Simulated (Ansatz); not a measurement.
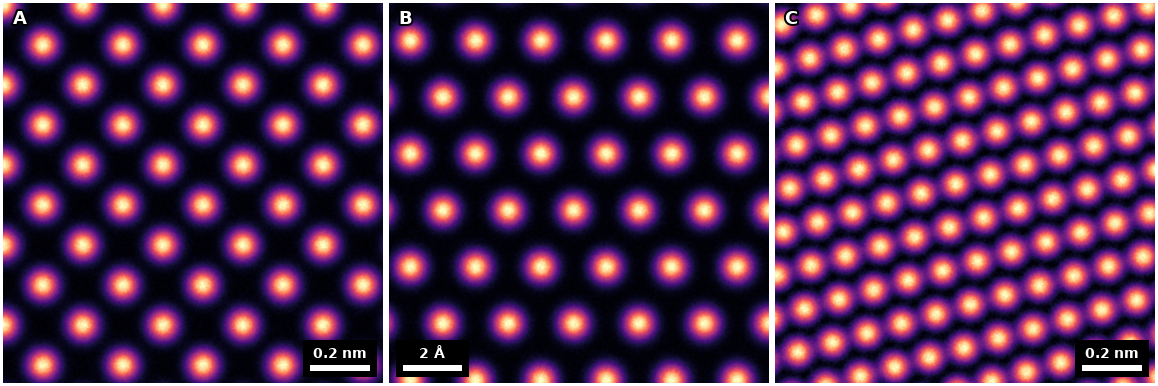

Three views of Ir (Fd-3m, No. 227) along different zone axes. Simulation: incoherent imaging, intensity Z^1.6 per atom, probe width 0.74 Å, thin sample. The display is stretched by a gamma of 0.8; percentages refer to the linear signal. Shot noise was added. Atomic positions: the input geometry of an electronic-structure calculation (not necessarily at equilibrium); the starting structure was generated, so it need not be a known form of this composition.

```xyz
8
Lattice="5.4771 0.0000 0.0000 0.0000 5.4771 0.0000 0.0000 0.0000 5.4771" Properties=species:S:1:pos:R:3 pbc="T T T"
Ir    4.1078    4.1078    4.1078
Ir    0.0000    2.7386    0.0000
Ir    4.1078    1.3693    1.3693
Ir    0.0000    0.0000    2.7386
Ir    1.3693    4.1078    1.3693
Ir    2.7386    2.7386    2.7386
Ir    1.3693    1.3693    4.1078
Ir    2.7386    0.0000    0.0000
```

Match the panels to the zone axes [001], [111] and [210].

Answer. A is [001]: projected cell 1.94 × 1.94 Å, 90°, plane group p4mm. B is [111]: projected cell 2.24 × 2.24 Å, 120°, plane group p6mm. C is [210]: projected cell 1.22 × 1.50 Å, 114°, plane group c2mm.
